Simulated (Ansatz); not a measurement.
## A failed many-body run on CdSe (Cadmoselite)

A first try at the G0W0 gap of CdSe (Cadmoselite), what the program said, and an input that works.

Method: G0W0 on PBE, plane waves, PAW, in Ansatz 0.2.0.

The database entry behind the starting cell differs from later determinations by our own check (inner coordinate of an old entry), so it need not match the best structure at ambient conditions.

## 1. The starting structure

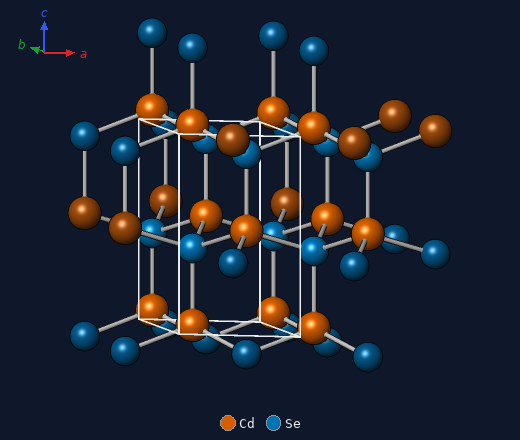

The cell as given, slightly off an axis (cadmium orange, selenium blue). 2×2×1 cells are drawn. Some periodic images of atoms are drawn too.

The cell and positions come from the Crystallography Open Database and are kept as given unless a step says otherwise. The default PAW set here is soft_2. Its files were made with PBE.

## 2. First try

File input.yaml:

```yaml
crystal:
  lattice:
    - [4.3, 0.0, 0.0]
    - [-2.15, 3.7239092363, 0.0]
    - [0.0, 0.0, 7.02]
  atoms:
    - { symbol: Cd, position: [0.3333333333, 0.6666666667, 0.0] }
    - { symbol: Cd, position: [0.6666666667, 0.3333333333, 0.5] }
    - { symbol: Se, position: [0.3333333333, 0.6666666667, 0.385] }
    - { symbol: Se, position: [0.6666666667, 0.3333333333, 0.885] }
kpoints:
  mp_grid: { grid: [6, 6, 2] }
hamiltonian:
  xc: pbe
scf:
  occupations: { method: fixed }
gw:
  n_empty_bands: 182
  ecut_chi: 10
  qp_bands: [v2, c2]
  qp_kpoints: band_edges
  screening: { model: contour_deformation }
```

On the command line:

```bash
ansatz run input.yaml --threads 3 --pin off --max-ram 92160MiB --backend cuda --events-out ev --progress --plain --runs-dir out --devices 1 --max-vram 13GiB
```

Numbers of over 12 decimals in the logs are rounded to 6 here.

Log:

```text
GPUs: using 1 of 1 available (devices: 1).
Engine: ansatz 0.2.0, x86_64-unknown-linux-gnu
Pseudopotentials: kind: paw
Pseudopotential: Cd, paw, valence charge 20, recommended cutoff 420 eV (normal), Cd.paw.azcp
Pseudopotential: Se, paw, valence charge 16, recommended cutoff 420 eV (normal), Se.paw.azcp
Functional definition: PBE
  parameter kappa = 0.804
  parameter beta = 0.066725
  exchange = pbe_x(kappa = kappa, mu = beta*pi^2/3)
  correlation = pbe_c(beta = beta)
device memory: the entry about to start is reckoned to put 1.9 GiB on a device that reports 35.5 GiB free (of which the cap on the GPU budget leaves the run 13.0 GiB)
GPU FFT provider: cuFFT
GPU libraries: cuBLAS 13.8.2, cuFFT 12.4.0, cuSOLVER 12.3.4
Crystal: 4 atoms, lattice volume = 112.410 Å³
Basis set: ecut = 420 eV, 2189 PW (Γ)
Bands: 44, of which v1, the nominal top of the filled ones, is band 36 counted from 1 (35 counted from 0)
Symmetry: 12 space group operations
Space group: P63mc (ITA 186), of the structure as read, at distance tolerance 4.8e-5 Å
k-points: 14 of 72
Non-local potential: Cd, projectors of the file, l = 0: 3, l = 1: 2, l = 2: 2, l = 3: 1
Non-local potential: Se, projectors of the file, l = 0: 2, l = 1: 2, l = 2: 3, l = 3: 1
PAW form: soft (Blöchl's): semilocal exchange-correlation on the pseudo side does not see the compensation charge
PAW one-centre angular grid: Cd, 590 points (default); XC on 64 Gauss nodes
PAW one-centre angular grid: Se, 590 points (default); XC on 64 Gauss nodes
Initial density: superposition of atomic densities (neutral atoms: chi_scale 0, normalization atom), corrected by the library's trained network
Initial wavefunctions: pseudopotential atomic-orbital guess
GPU buffer pool allocated for 43200 grid points (all kernels)
GPU transforms: local potential and band sums: pruned to the plane-wave sphere, on 30×30×48
Functional: x = pbe(κ = 0.804, μ = 0.219515), c = pbe(β = 0.066725)
SCF iter   1: F=—  HF=-27449.505202 eV  |F-HF|=—  |Δ(HF+E_count)|=         —  Δρ=8.78e-4  dr2=1.66e-3  ethr=1.77e-3  ⟨swp⟩=4.9  Hψ=1878  notcnv=0  defer=82
preconditioner: auto → Resta (q_TF=auto, 2.533 Å⁻¹)  ε∞=4.0  [insulator: Δε(μ)=0.690 eV  Ē_g=12.150 eV  n_scr=34 (ndim 8)  ℏωp=21.0 eV  f_vac=0.201  ε∞_Penn≈4.0]
SCF iter   2: F=—  HF=-27449.506388 eV  |F-HF|=—  |Δ(HF+E_count)|=   1.19e-3  Δρ=4.85e-4  dr2=4.64e-4  ethr=2.31e-6  ⟨swp⟩=2.0  Hψ=1021  notcnv=0  defer=83
SCF iter   3: F=—  HF=-27449.506435 eV  |F-HF|=—  |Δ(HF+E_count)|=   4.68e-5  Δρ=2.04e-4  dr2=3.83e-5  ethr=6.45e-7  ⟨swp⟩=2.0  Hψ=853  notcnv=0  defer=83
SCF iter   4: F=—  HF=-27449.506454 eV  |F-HF|=—  |Δ(HF+E_count)|=   1.90e-5  Δρ=9.26e-5  dr2=1.04e-5  ethr=5.33e-8  ⟨swp⟩=2.7  Hψ=1017  notcnv=0  defer=51
SCF iter   5: F=—  HF=-27449.506469 eV  |F-HF|=—  |Δ(HF+E_count)|=   1.52e-5  Δρ=3.13e-5  dr2=1.63e-6  ethr=1.44e-8  ⟨swp⟩=2.0  Hψ=812  notcnv=0  defer=75
SCF iter   6: F=-27449.506470 eV  HF=-27449.506470 eV  |F-HF|=1.82e-7  |Δ(HF+E_count)|=   1.38e-6  Δρ=9.83e-6  dr2=9.75e-8  ethr=1.39e-10  ⟨swp⟩=7.7  Hψ=2610  notcnv=0
SCF 1 converged in 6 iterations: F = -27449.506470 eV  dr2 = 9.75e-8
[...]
device memory: the entry about to start is reckoned to put 2.4 GiB on a device that reports 35.4 GiB free (of which the cap on the GPU budget leaves the run 13.0 GiB)
NSCF: frozen V_eff on 14 k-points
[...]
device memory: the entry about to start is reckoned to put 4.5 GiB on a device that reports 35.4 GiB free (of which the cap on the GPU budget leaves the run 13.0 GiB)
NSCF: frozen V_eff on 14 k-points
G₀W₀ screening: q 1/14
[... further progress lines ...]
SCF converged after 6 iterations
Free energy (F): -27449.506470 eV
Harris-Foulkes:  -27449.506470 eV  (|F-HF|=1.82e-7)
Internal energy: -27449.506470 eV  (E = F + TS)
E sigma→0 (E₀):  -27449.506470 eV
Fermi energy:    7.476923 eV
--- Per-component energies (eV) ---
  E_band       = -1779.259798
[...]
E_smearing   = -0.000000  (= −TS)
  E_closure    = -0.000000  (closes the sum)
  Σ components = -27449.506470   (vs F -27449.506470, Δ=0.00e0)
--- Band table (eV; the first three rows and the last of 14) ---
  k-point 0: bands = [... 32 lower, 6.7613, 7.4679, 7.4769, 7.4769, 8.1800, 9.5997, 13.3658, 13.3658, ... 4 higher]
  k-point 1: bands = [... 32 lower, 7.1043, 7.1043, 7.1043, 7.1043, 9.8167, 9.8167, 13.2994, 13.2994, ... 4 higher]
  k-point 2: bands = [... 32 lower, 6.0578, 6.4284, 7.2612, 7.2807, 9.4952, 10.5859, 12.7608, 13.6857, ... 4 higher]
  k-point 13: bands = [... 32 lower, 4.9946, 4.9946, 6.4237, 6.4237, 11.2799, 11.2799, 13.3973, 13.3973, ... 4 higher]
--- G₀W₀: contour deformation, 7 samples at zero and on the imaginary axis and 1 off it, 72 q-points, 182 empty bands' worth ---
  eigenvalues of the whole cell's RPA ε∞ on this k-mesh (on a slab, of 1 + 4πα/V) = 16.4358, 16.4358, 16.6772; static W/v taken at q = 0 is 0.060351
  gw.qp_kpoints: band_edges: 10 of 14 stored k-points solved, in 1 pass; an edge of the gap read off the rows below is read off those points alone
    valence top: of the k-points left out ik 8 came nearest to being solved in a further pass, in band 36 (counted from 1, as in the quasiparticle table): it holds the edge there only if its correction is more favourable than any solved in that band by at least 0.557 eV; those differ by 0.084 eV
    conduction bottom: of the k-points left out ik 8 came nearest to being solved in a further pass, in band 37 (counted from 1, as in the quasiparticle table): it holds the edge there only if its correction is more favourable than any solved in that band by at least 2.311 eV; those differ by 0.238 eV
  `?` marks the rows in doubt; gw_qp.tsv's column doubts and the gw_qp event give each row's grounds
    ik  band        ε_KS         Σx   Σc(E_QP)       V_xc       Z   E_QP_lin       E_QP  E_QP is
     0    35      7.4769   -19.8757     2.2885   -17.4748  0.7705     7.3637     7.3645  root
     0    36      7.4769   -19.8757     2.2885   -17.4748  0.7705     7.3637     7.3645  root
     0    37      8.1800    -9.3881    -2.8042   -12.8669  0.7831     8.9538     8.8547  root
     0    38      9.5997    -8.5231    -3.1530   -12.4852  0.7793    10.4898    10.4089  root ?
     1    35      7.1043   -19.4148     2.4472   -16.8215  0.7667     6.9569     6.9582  root
     1    36      7.1043   -19.4148     2.4472   -16.8215  0.7667     6.9569     6.9582  root
     1    37      9.8167    -9.1606    -3.0833   -13.0571  0.7773    10.7121    10.6298  root ?
     1    38      9.8167    -9.1606    -3.0833   -13.0571  0.7773    10.7121    10.6298  root ?
     2    35      7.2612   -19.5806     2.3772   -17.0766  0.7680     7.1335     7.1345  root
     2    36      7.2807   -19.2142     2.4864   -16.5966  0.7646     7.1484     7.1495  root
     2    37      9.4952   -10.4281    -2.7755   -13.8838  0.7758    10.2826    10.1753  root ?
     2    38     10.5859    -8.9988    -3.2995   -13.1526  0.7718    11.5351    11.4402  root ?
     3    35      6.8213   -19.0053     2.5226   -16.3140  0.7630     6.6507     6.6527  root
     3    36      6.8213   -19.0053     2.5226   -16.3140  0.7630     6.6507     6.6527  root
     3    37     10.6668    -9.4443    -3.2982   -13.6058  0.7699    11.6280    11.5300  root ?
     3    38     10.6668    -9.4443    -3.2982   -13.6058  0.7699    11.6280    11.5300  root ?
     4    35      6.7147   -18.3729     2.5817   -15.6070  0.7581     6.5281     6.5305  root
     4    36      6.8437   -19.0202     2.5432   -16.3258  0.7627     6.6910     6.6925  root
     4    37     10.4871    -9.1792    -3.2971   -13.3179  0.7709    11.4207    11.3287  root ?
     4    38     10.9049    -7.8626    -3.3983   -11.9213  0.7738    11.6506    11.5653  root
     5    35      6.3243   -18.3443     2.6786   -15.4689  0.7559     6.1247     6.1275  root
     5    36      6.3243   -18.3443     2.6786   -15.4689  0.7559     6.1247     6.1275  root
[...]
6    37     10.7091    -8.7567    -3.3860   -12.9906  0.7716    11.6503    11.5570  root ?
[...]
11    36      6.3282   -18.1049     2.7222   -15.2035  0.7544     6.1467     6.1490  root
    11    37     11.0502    -8.2055    -3.4341   -12.3867  0.7703    11.8680    11.7973  root
    11    38     11.0502    -8.2055    -3.4341   -12.3867  0.7703    11.8680    11.7973  root
    13    35      6.4237   -18.2252     2.7266   -15.3318  0.7556     6.2550     6.2569  root
    13    36      6.4237   -18.2252     2.7266   -15.3318  0.7556     6.2550     6.2569  root
    13    37     11.2799    -8.1039    -3.5368   -12.4559  0.7681    12.1808    12.0951  root ?
    13    38     11.2799    -8.1039    -3.5368   -12.4559  0.7681    12.1808    12.0951  root ?
```

It took 22 s on 1 × NVIDIA H100 80GB HBM3 (shared by 6 runs) with 3 threads of AMD EPYC 7R13 (Zen 3), shared host; peak memory 1.2 GiB.

**Diagnosis.**

The run ended normally, though the input holds a fault or crude settings.

The fault: screening cutoff of 10 eV. Nearly all local fields and short-range correlation are left out.

It printed a gap of 1.49 eV, which is an artefact of the settings.

## 3. A better input

Now the one-shot GW correction: screening in the RPA, then the self-energy of the levels asked for.

input.yaml: that of step 2 with these lines changed.

```diff
@@ -17,4 +17,4 @@
 gw:
-  n_empty_bands: 182
-  ecut_chi: 10
+  n_empty_bands: 335
+  ecut_chi: 120
   qp_bands: [v2, c2]
```

Log:

```text
GPUs: using 1 of 1 available (devices: 1).
[...]
GPU FFT provider: cuFFT
GPU libraries: cuBLAS 13.8.2, cuFFT 12.4.0, cuSOLVER 12.3.4
Crystal: 4 atoms, lattice volume = 112.410 Å³
Basis set: ecut = 420 eV, 2189 PW (Γ)
Bands: 44, of which v1, the nominal top of the filled ones, is band 36 counted from 1 (35 counted from 0)
[... 1 set-up line as in the run before ...]
[...]
k-points: 14 of 72
[...]
GPU buffer pool allocated for 43200 grid points (all kernels)
[...]
SCF iter   1: F=—  HF=-27449.505202 eV  |F-HF|=—  |Δ(HF+E_count)|=         —  Δρ=8.78e-4  dr2=1.66e-3  ethr=1.77e-3  ⟨swp⟩=4.9  Hψ=1878  notcnv=0  defer=82
[...]
SCF iter   6: F=-27449.506470 eV  HF=-27449.506470 eV  |F-HF|=1.82e-7  |Δ(HF+E_count)|=   1.38e-6  Δρ=9.83e-6  dr2=9.75e-8  ethr=1.39e-10  ⟨swp⟩=7.7  Hψ=2610  notcnv=0
SCF 1 converged in 6 iterations: F = -27449.506470 eV  dr2 = 9.75e-8
[...]
0    35      7.4769   -19.8757     1.8585   -17.4748  0.7250     6.9005     6.9345  root
     0    36      7.4769   -19.8757     1.8585   -17.4748  0.7250     6.9005     6.9345  root
     0    37      8.1800    -9.3881    -3.3915   -12.8669  0.7565     8.2677     8.2673  root
     0    38      9.5997    -8.5231    -3.7992   -12.4852  0.7533     9.7643     9.7626  root
     1    35      7.1043   -19.4148     2.0140   -16.8215  0.7222     6.4821     6.5250  root
     1    36      7.1043   -19.4148     2.0140   -16.8215  0.7222     6.4821     6.5250  root
     1    37      9.8167    -9.1606    -3.7368   -13.0571  0.7489     9.9780     9.9763  root
     1    38      9.8167    -9.1606    -3.7368   -13.0571  0.7489     9.9780     9.9763  root
[...]
13    35      6.4237   -18.2252     2.2674   -15.3318  0.7120     5.7385     5.7977  root
    13    36      6.4237   -18.2252     2.2674   -15.3318  0.7120     5.7385     5.7977  root
    13    37     11.2799    -8.1039    -4.1492   -12.4559  0.7417    11.4858    11.4827  root
    13    38     11.2799    -8.1039    -4.1492   -12.4559  0.7417    11.4858    11.4827  root
[key lines of the parts left out:]
SCF converged after 6 iterations
Free energy (F): -27449.506470 eV
Fermi energy:    7.476923 eV
```

Elapsed: 40 s, on 1 × NVIDIA H100 80GB HBM3 (shared by 6 runs) with 3 threads; peak memory 1.6 GiB.

Numbers from this step:

```
bands summed                                 : 371
RPA ε∞ on this mesh (eigenvalues)            : 15.58, 15.58, 15.85
plane waves in the screening matrix          : 325
q-points in the mesh                         : 72
G0W0 gap on the mesh                         : 1.333 eV
k of the valence top                         : 0, 0, 0
k of the conduction bottom                   : 0, 0, 0
starting gap on the mesh                     : 0.7031 eV
Z at the valence top                         : 0.7250
Z at the conduction bottom                   : 0.7565
least direct G0W0 gap on the computed points : 1.333 eV
```

The gap on the mesh goes from 0.70 eV to 1.33 eV, a correction of +0.63 eV. Between the two edge states, bare exchange in place of the xc potential would open the gap by 5.88 eV, and correlation takes back 5.25 eV.

## 4. What came out

```
first try  : converged after 22 s
better run : G0W0 gap on the mesh 1.33 eV (6×6×2 mesh, 335 empty bands, screening to 120 eV)
```

**Reading.** The second run differs in: empty bands and screening cutoff (eV). Bands and cutoff are finite, so the gap is not at the basis limit. The miss can reach some tenths of an eV and take either sign; the mesh is an error of its own. The 6×6×2 mesh is coarse for this cell (its supercell is 14 Å along the shortest edge). The RPA ε∞ on it, from the PBE start, is 15.58 and 15.85; such meshes misread the long-range screening, most where the gap is narrow. The many-body steps are scalar-relativistic: spin-orbit coupling is not in them.

[Paths, hosts, dates, memory and timing lines, banners, echoed tables and standing remarks are left out of the program output.]

[Logs are printed without paths, hosts, clocks, repeated set-up lines and the standing remarks that a program may print on its own settings, such as how far it seeks lower states.]

[Runs of the session that timed out or met a known fault of the program may be left out.]

[Cells called generated may have been cut or substituted from an entry of the Crystallography Open Database or the Materials Project.]

[Hosts, paths, dates, database ids (printed as entryN), source tags and the programs' standing remarks are cut or masked in the printed files.]
